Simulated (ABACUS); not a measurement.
**Run report: Re, geometry relaxation (part 1 of 4)**

- system: Re (P6₃/mmc, 2 atoms in the cell)
- method: Kohn-Sham DFT of a periodic cell, PBE, SG15 ONCV 1.2 PBE, no spin polarisation (ABACUS 3.10.1)

The structure derives from an entry of the Crystallography Open Database.

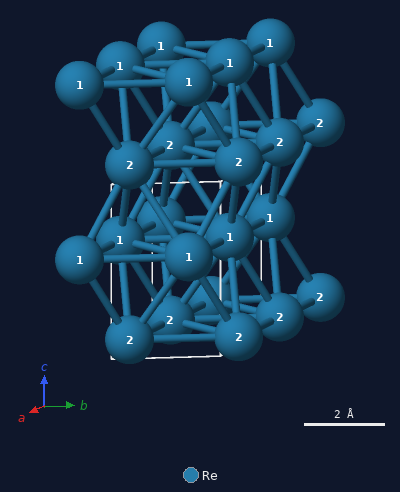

*The starting structure (ball-and-stick view of the cell of the calculation, repeated 3 × 2 × 2, seen slightly off an axis; atoms are numbered from 1 in the order of the input).*

## Input file
```python
"""ABACUS run from a structure file: ASE reads it, the script writes STRU, KPT and INPUT."""
import re
import subprocess
from ase.io import read
from ase.units import Bohr

atoms = read("Re.cif")
atoms = atoms[(-atoms.numbers).argsort(kind="stable")]  # ABACUS lists atoms element by element
pseudo = {'Re': 'Re_ONCV_PBE-1.2.upf'}
orbital = {'Re': 'Re_confined-atom_7au_3s2p2d1f.orb'}
magmoms = None
kmesh = [10, 10, 6]
params = {
    'suffix': 'Re',
    'calculation': 'cell-relax',
    'basis_type': 'lcao',
    'pseudo_dir': './',
    'orbital_dir': './',
    'symmetry': 1,
    'dft_functional': 'pbe',
    'ecutwfc': 100,
    'pseudo_rcut': 10,
    'nspin': 1,
    'nbands': 19,
    'ks_solver': 'genelpa',
    'smearing_method': 'fd',
    'smearing_sigma': 0.00367493,
    'scf_thr': 1e-07,
    'scf_nmax': 100,
    'mixing_type': 'broyden',
    'mixing_beta': 0.7,
    'cal_force': 1,
    'cal_stress': 1,
    'out_mul': 1,
    'relax_nmax': 60,
    'force_thr_ev': 0.02,
    'relax_method': 'cg',
    'out_stru': 1,
    'stress_thr': 0.2,
}

symbols = atoms.get_chemical_symbols()
elements = list(dict.fromkeys(symbols))
lines = ["ATOMIC_SPECIES"] + [f"{e} {atoms.get_masses()[symbols.index(e)]:.4f} {pseudo[e]}" for e in elements]
if orbital:
    lines += ["", "NUMERICAL_ORBITAL"] + [orbital[e] for e in elements]
lines += ["", "LATTICE_CONSTANT", f"{1 / Bohr:.10f}", "", "LATTICE_VECTORS"]
lines += [" ".join(f"{x:.10f}" for x in v) for v in atoms.cell]
lines += ["", "ATOMIC_POSITIONS", "Direct"]
for e in elements:
    lines += ["", e, "0.0", str(symbols.count(e))]
    for i, p in enumerate(atoms.get_scaled_positions(wrap=False)):
        if symbols[i] == e:
            mag = "" if magmoms is None else " mag " + " ".join(str(x) for x in (magmoms[i] if isinstance(magmoms[i], list) else [magmoms[i]]))
            lines.append(" ".join(f"{x:.10f}" for x in p) + " 1 1 1" + mag)
open("STRU", "w").write("\n".join(lines) + "\n")
open("KPT", "w").write("K_POINTS\n0\nGamma\n%d %d %d 0 0 0\n" % tuple(kmesh))
open("INPUT", "w").write("INPUT_PARAMETERS\n" + "".join(f"{k:<20s}{v}\n" for k, v in params.items()))

done = subprocess.run(['mpirun', '-np', '4', 'abacus'])
if done.returncode:
    raise SystemExit(done.returncode)
log = open("OUT.Re/running_cell-relax.log").read()
print("final energy (eV):", re.findall(r"FINAL_ETOT_IS (\S+)", log))
```

## File Re.cif
```
data_Re
_cell_length_a 2.76080000
_cell_length_b 2.76080000
_cell_length_c 4.45820000
_cell_angle_alpha 90.00000000
_cell_angle_beta 90.00000000
_cell_angle_gamma 120.00000000
_space_group_name_H-M_alt 'P1'
_space_group_name_Hall 'P 1'
_space_group_IT_number 1
loop_
_space_group_symop_operation_xyz
'x,y,z'
loop_
_atom_site_label
_atom_site_type_symbol
_atom_site_symmetry_multiplicity
_atom_site_Wyckoff_symbol
_atom_site_fract_x
_atom_site_fract_y
_atom_site_fract_z
_atom_site_occupancy
Re1 Re 1 a 0.6666666667 0.3333333333 0.7500000000 1
Re2 Re 1 a 0.3333333333 0.6666666667 0.2500000000 1
```

## File INPUT
```
INPUT_PARAMETERS
suffix              Re
calculation         cell-relax
basis_type          lcao
pseudo_dir          ./
orbital_dir         ./
symmetry            1
dft_functional      pbe
ecutwfc             100
pseudo_rcut         10
nspin               1
nbands              19
ks_solver           genelpa
smearing_method     fd
smearing_sigma      0.00367493
scf_thr             1e-07
scf_nmax            100
mixing_type         broyden
mixing_beta         0.7
cal_force           1
cal_stress          1
out_mul             1
relax_nmax          60
force_thr_ev        0.02
relax_method        cg
out_stru            1
stress_thr          0.2
```

## File STRU
```
ATOMIC_SPECIES
Re 186.2070 Re_ONCV_PBE-1.2.upf

NUMERICAL_ORBITAL
Re_confined-atom_7au_3s2p2d1f.orb

LATTICE_CONSTANT
1.8897261258

LATTICE_VECTORS
2.7608000000 0.0000000000 0.0000000000
-1.3804000000 2.3909229348 0.0000000000
0.0000000000 0.0000000000 4.4582000000

ATOMIC_POSITIONS
Direct

Re
0.0
2
0.6666666667 0.3333333333 0.7500000000 1 1 1
0.3333333333 0.6666666667 0.2500000000 1 1 1
```

## File KPT
```
K_POINTS
0
Gamma
10 10 6 0 0 0
```

Run on 4 threads of Intel Xeon (Granite Rapids), 16 GiB of memory available, shared host.

Launched with:
```bash
OMP_NUM_THREADS=1 python run_abacus.py > log
```

## Output
```
ABACUS v3.10.1

               Atomic-orbital Based Ab-initio Computation at UStc

 ------------------------------------------------------------------------------------

 READING GENERAL INFORMATION
                           global_out_dir = OUT.Re/
                           global_in_card = INPUT
                               pseudo_dir = ./
                              orbital_dir = ./
                                    DSIZE = 4
                                    GSIZE = 1

 READING UNITCELL INFORMATION
                                    ntype = 1
                  lattice constant (Bohr) = 1.88973
              lattice constant (Angstrom) = 1

 READING ATOM TYPE 1
                               atom label = Re
                      L=0, number of zeta = 3
                      L=1, number of zeta = 2
                      L=2, number of zeta = 2
                      L=3, number of zeta = 1
             number of atom for this type = 2

                        TOTAL ATOM NUMBER = 2
DIRECT COORDINATES
    atom                   x                   y                   z     mag                  vx                  vy                  vz
taud_Re1            0.6666666667        0.3333333333        0.7500000000  0.0000        0.0000000000        0.0000000000        0.0000000000
taud_Re2            0.3333333333        0.6666666667        0.2500000000  0.0000        0.0000000000        0.0000000000        0.0000000000

                          Volume (Bohr^3) = 198.59
                             Volume (A^3) = 29.4279

 Lattice vectors: (Cartesian coordinate: in unit of a_0)
              +2.7608                  +0                  +0
              -1.3804            +2.39092                  +0
                   +0                  +0             +4.4582
 Reciprocal vectors: (Cartesian coordinate: in unit of 2 pi/a_0)
            +0.362214           +0.209124                  -0
                   -0           +0.418249                  -0
                   +0                  -0           +0.224306
 The esolver type has been set to : ksdft_lcao

                PAO radial cut off (Bohr) = 10

 Read in pseudopotential file is Re_ONCV_PBE-1.2.upf
                     pseudopotential type = NC
          exchange-correlation functional = PBE
                 nonlocal core correction = 0
                        valence electrons = 15
                                     lmax = 3
                           number of zeta = 0
                     number of projectors = 8
                           L of projector = 0
                           L of projector = 0
                           L of projector = 1
                           L of projector = 1
                           L of projector = 2
                           L of projector = 2
                           L of projector = 3
                           L of projector = 3
     initial pseudo atomic orbital number = 0

 SETUP THE ELECTRONS NUMBER
            electron number of element Re = 15
      total electron number of element Re = 30
            AUTOSET number of electrons:  = 30
                           occupied bands = 15
                                   NLOCAL = 52
                                   NBANDS = 19
                                   NBANDS = 19
                                   NLOCAL = 52

%%%%%%%%%%%%%%%%%%%%%%%%%%%%%%%%%%%%%%%%%%%%%%%%%%%%%%%%%%%%%%%%%%%%%%%%%%%%%%%%%%%%%%%%%%%%%%%%%%%%%%%%%%
 Warning: the number of valence electrons in pseudopotential > 7 for Re: [Xe] 4f14 5d5 6s2
 Pseudopotentials with additional electrons can yield (more) accurate outcomes, but may be less efficient.
 If you're confident that your chosen pseudopotential is appropriate, you can safely ignore this warning.
%%%%%%%%%%%%%%%%%%%%%%%%%%%%%%%%%%%%%%%%%%%%%%%%%%%%%%%%%%%%%%%%%%%%%%%%%%%%%%%%%%%%%%%%%%%%%%%%%%%%%%%%%%

 SETUP THE PLANE WAVE BASIS
 energy cutoff for charge/potential (unit:Ry) = 400
            fft grid for charge/potential = [ 36, 36, 54 ]
                        fft grid division = [ 4, 4, 2 ]
        big fft grid for charge/potential = [ 9, 9, 27 ]
                                     nbxx = 567
                                     nrxx = 18144

 SETUP PLANE WAVES FOR CHARGE/POTENTIAL
                    number of plane waves = 26957
                         number of sticks = 745

 PARALLEL PW FOR CHARGE/POTENTIAL
     PROC   COLUMNS(POT)             PW
        1            186           6738
        2            187           6745
        3            186           6738
        4            186           6736
 --------------- sum -------------------
        4            745          26957
                            number of |g| = 1270
                                  max |g| = 36.181
                                  min |g| = 0

----------- Double Check Mixing Parameters Begin ------------
mixing_type: broyden
mixing_beta: 0.7
mixing_gg0: 1
mixing_gg0_min: 0.1
mixing_ndim: 8
----------- Double Check Mixing Parameters End ------------

 LATTICE VECTORS: (CARTESIAN COORDINATE: IN UNIT OF A0)
              +2.7608                  +0                  +0
              -1.3804            +2.39092                  +0
                   +0                  +0             +4.4582
                       right hand lattice = 1
                                   NORM_A = 2.7608
                                   NORM_B = 2.7608
                                   NORM_C = 4.4582
                           ALPHA (DEGREE) = 90
                           BETA  (DEGREE) = 90
                           GAMMA (DEGREE) = 120

 The lattice vectors have been changed (STRU_SIMPLE.cif)

(for optimal symmetric configuration:)
                             BRAVAIS TYPE = 4
                     BRAVAIS LATTICE NAME = 04. Hexagonal cell
                                    ibrav = 4
                                    IBRAV = 4
                                  BRAVAIS = HEXAGONAL CELL
                       LATTICE CONSTANT A = 2.7608
                                C/A RATIO = 1.61482
Original cell was already a primitive cell.
                        ROTATION MATRICES = 24
              PURE POINT GROUP OPERATIONS = 12
                   SPACE GROUP OPERATIONS = 24
                                       C2 = 3
                                       C3 = 2
                                       C4 = 0
                                       C6 = 0
                                       S1 = 3
                                       S3 = 0
                                       S4 = 0
                                       S6 = 2
                              POINT GROUP = D_3d
                                       C2 = 7
                                       C3 = 2
                                       C4 = 0
                                       C6 = 2
                                       S1 = 7
                                       S3 = 2
                                       S4 = 0
                                       S6 = 2
               POINT GROUP IN SPACE GROUP = D_6h

 SETUP K-POINTS
                                    nspin = 1
                   Input type of k points = Monkhorst-Pack(Gamma)
                                   nkstot = 600
                       right hand lattice = 1
(for reciprocal lattice: )
                             BRAVAIS TYPE = 4
                     BRAVAIS LATTICE NAME = 04. Hexagonal cell
                                    ibrav = 4
                       right hand lattice = 1
(for k-lattice: )
                             BRAVAIS TYPE = 4
                     BRAVAIS LATTICE NAME = 04. Hexagonal cell
                                    ibrav = 4
                       right hand lattice = 1
                        ROTATION MATRICES = 24
                               nkstot_ibz = 56
K-POINTS REDUCTION ACCORDING TO SYMMETRY
     IBZ    DIRECT_X    DIRECT_Y    DIRECT_Z  WEIGHT  ibz2bz
       1  0.00000000  0.00000000  0.00000000  0.0017       0
       2 -0.10000000  0.10000000  0.00000000  0.0100       1
       3 -0.20000000  0.20000000  0.00000000  0.0100       2
       4 -0.30000000  0.30000000  0.00000000  0.0100       3
       5 -0.40000000  0.40000000  0.00000000  0.0100       4
       6  0.50000000  0.50000000  0.00000000  0.0050       5
       7 -0.10000000  0.20000000  0.00000000  0.0100      11
       8 -0.20000000  0.30000000  0.00000000  0.0200      12
       9 -0.30000000  0.40000000  0.00000000  0.0200      13
      10  0.50000000  0.40000000  0.00000000  0.0200      14
      11 -0.20000000  0.40000000  0.00000000  0.0100      22
      12  0.50000000  0.30000000  0.00000000  0.0200      23
      13  0.40000000  0.40000000  0.00000000  0.0100      24
      14  0.40000000  0.30000000  0.00000000  0.0100      33
      15  0.00000000  0.00000000  0.16666667  0.0033     100
      16 -0.10000000  0.10000000  0.16666667  0.0200     101
      17 -0.20000000  0.20000000  0.16666667  0.0200     102
      18 -0.30000000  0.30000000  0.16666667  0.0200     103
      19 -0.40000000  0.40000000  0.16666667  0.0200     104
      20  0.50000000  0.50000000  0.16666667  0.0100     105
      21 -0.10000000  0.20000000  0.16666667  0.0200     111
      22 -0.20000000  0.30000000  0.16666667  0.0400     112
      23 -0.30000000  0.40000000  0.16666667  0.0400     113
      24  0.50000000  0.40000000  0.16666667  0.0400     114
      25 -0.20000000  0.40000000  0.16666667  0.0200     122
      26  0.50000000  0.30000000  0.16666667  0.0400     123
      27  0.40000000  0.40000000  0.16666667  0.0200     124
      28  0.40000000  0.30000000  0.16666667  0.0200     133
      29  0.00000000  0.00000000  0.33333333  0.0033     200
      30 -0.10000000  0.10000000  0.33333333  0.0200     201
[... 26 further k points ...]

                               nkstot now = 56
[... K-POINTS DIRECT COORDINATES: 56 rows ...]

           k-point number in this process = 56
       minimum distributed K point number = 56
[... stars of the k points ...]

[... K-POINTS CARTESIAN COORDINATES: 56 rows ...]

[... K-POINTS DIRECT COORDINATES: 56 rows ...]

 SETUP PLANE WAVES FOR WAVE FUNCTIONS
     energy cutoff for wavefunc (unit:Ry) = 100
              fft grid for wave functions = [ 36, 36, 54 ]
                    number of plane waves = 4735
                         number of sticks = 241

 PARALLEL PW FOR WAVE FUNCTIONS
     PROC   COLUMNS(POT)             PW
        1             60           1184
        2             60           1184
        3             60           1182
        4             61           1185
 --------------- sum -------------------
        4            241           4735

 SET NONLOCAL PSEUDOPOTENTIAL PROJECTORS
 max number of nonlocal projetors among all species is 8

 -------------------------------------------
 STEP OF RELAXATION : 1
 -------------------------------------------

 SETUP SEARCHING RADIUS FOR PROGRAM TO SEARCH ADJACENT ATOMS
                  longest orb rcut (Bohr) = 7
   longest nonlocal projector rcut (Bohr) = 2.68
                     search radius (Bohr) = 19.4
              searching radius is (Bohr)) = 19.4
         searching radius unit is (Bohr)) = 1.89
                         PeriodicBoundary = 1
                        Radius(unit:lat0) = 10.2
                                   glayer = [ 6, 6, 4 ]
                             glayer_minus = [ 5, 5, 3 ]

Find the coordinate range of the input atom(unit:lat0).
                                  min_tau = [ -20.7, -11.2, -12.3 ]
                                  max_tau = [ 22.1, 13.5, 16.7 ]
                                BoxNumber = [ 11, 11, 7 ]

 SETUP EXTENDED REAL SPACE GRID FOR GRID INTEGRATION
                          real space grid = [ 36, 36, 54 ]
                 big cell numbers in grid = [ 9, 9, 27 ]
             meshcell numbers in big cell = [ 4, 4, 2 ]
                        extended fft grid = [ 14, 14, 23 ]
                dimension of extened grid = [ 38, 38, 74 ]
                            UnitCellTotal = 75
              Atom number in sub-FFT-grid = 2
    Local orbitals number in sub-FFT-grid = 52
                                ParaV.nnr = 76726
                                 init_chg = atomic

 LCAO ALGORITHM --------------- ION=   1  ELEC=   1--------------------------------

 Density error is 0.0515466867841
----------------------------------------------------------
     Energy           Rydberg                 eV
----------------------------------------------------------
 E_KohnSham     -319.6712882033      -4349.3510065644
 E_Harris       -322.4559546080      -4387.2383366976
 E_Fermi        1.8054950351         24.5650201875
----------------------------------------------------------

 LCAO ALGORITHM --------------- ION=   1  ELEC=   2--------------------------------

 Density error is 0.00677328924812
----------------------------------------------------------
     Energy           Rydberg                 eV
----------------------------------------------------------
 E_KohnSham     -319.6859579970      -4349.5505993473
 E_Harris       -319.5574704544      -4347.8024366471
 E_Fermi        1.7680423284         24.0554499716
----------------------------------------------------------

 LCAO ALGORITHM --------------- ION=   1  ELEC=   3--------------------------------

 Density error is 0.00223441328644
----------------------------------------------------------
     Energy           Rydberg                 eV
----------------------------------------------------------
 E_KohnSham     -319.6860191081      -4349.5514308064
 E_Harris       -319.7013902621      -4349.7605660861
 E_Fermi        1.7695938097         24.0765589570
----------------------------------------------------------

 LCAO ALGORITHM --------------- ION=   1  ELEC=   4--------------------------------

 Density error is 5.67017839378e-05
```
